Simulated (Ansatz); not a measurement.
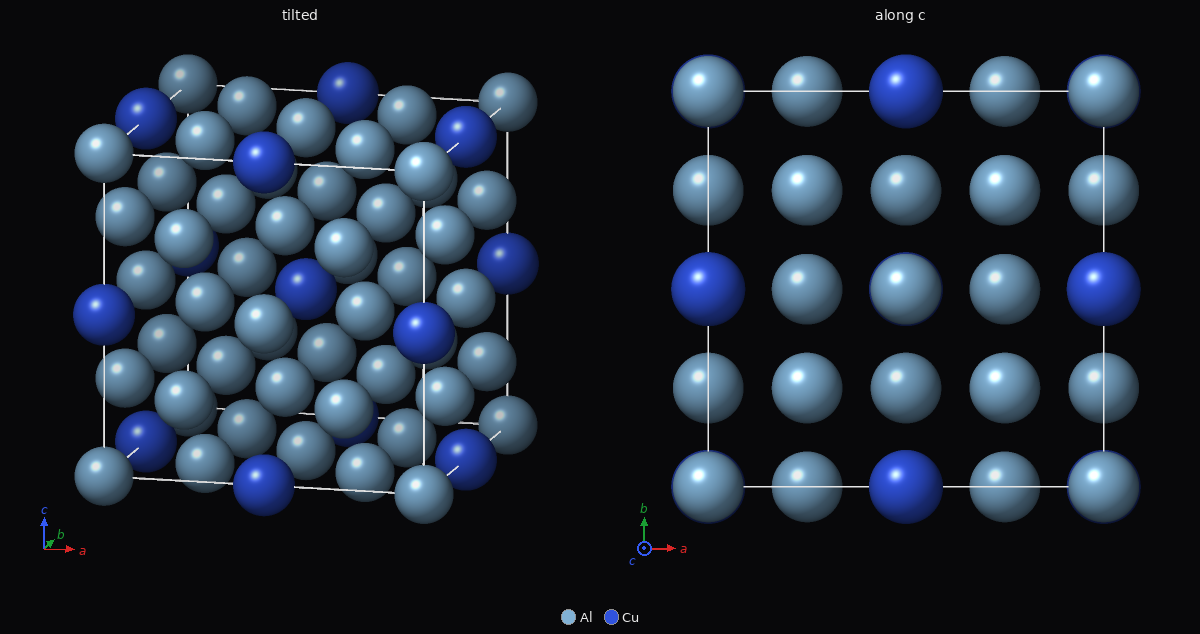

A spheres-only rendering, viewed slightly off an axis and along the c axis. The parallelepiped is the conventional unit cell. Cell: a = 7.96 Å, b = 7.96 Å, c = 7.96 Å, α = 90.00°, β = 90.00°, γ = 90.00°.

Provenance: a structure type filled with these elements by a generator (whether the compound takes this form wasn't checked). Earlier steps of the study may have refined or changed the cell and positions. It went into a calculation with Ansatz.

**What structure is drawn here?**

The structure is one of Al₇Cu. Space group Fm-3m (No. 225), lattice face-centred cubic. The cell comprises 4 formula units: 28 Al, 4 Cu. Each Cu atom is coordinated by twelve Al in a cuboctahedral arrangement at about 2.8 Å. Al takes two kinds of site: 24d with ten Al and two Cu in a cuboctahedral arrangement (about 2.8 Å to Al, 2.8 Å to Cu); 4a with twelve Al in a cuboctahedral arrangement at about 2.8 Å.

Results below were computed with Ansatz, DFT r2SCAN, scalar-relativistic, plane waves, PAW; the settings were E_cut = 500 eV, k-points about 0.17 Å⁻¹ apart, Gaussian smearing of 0.1 eV, no spin polarisation.

**Predict the gap.**

A metal: bands cross the Fermi level.

**Predict the Bader charges.**

Al 0.00 to +0.13 e; Cu -0.78 e.

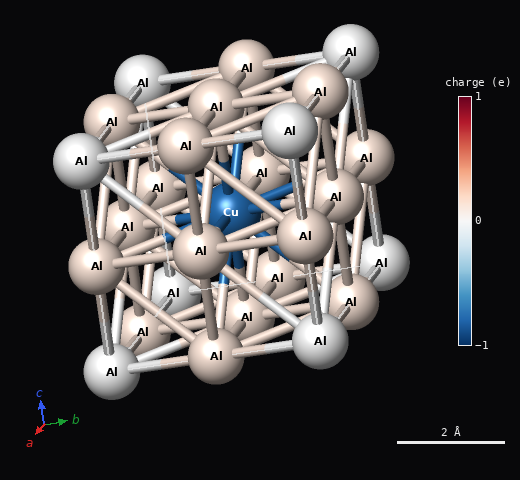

The atoms coloured by those charges. The run's cell of 8 atoms is drawn, so axes and origin can differ from the first picture.

**Is this the optimised geometry for these settings?**

No. All forces vanish to within 0.01 eV/Å. The pressure is -2.9 GPa, so the cell would contract.
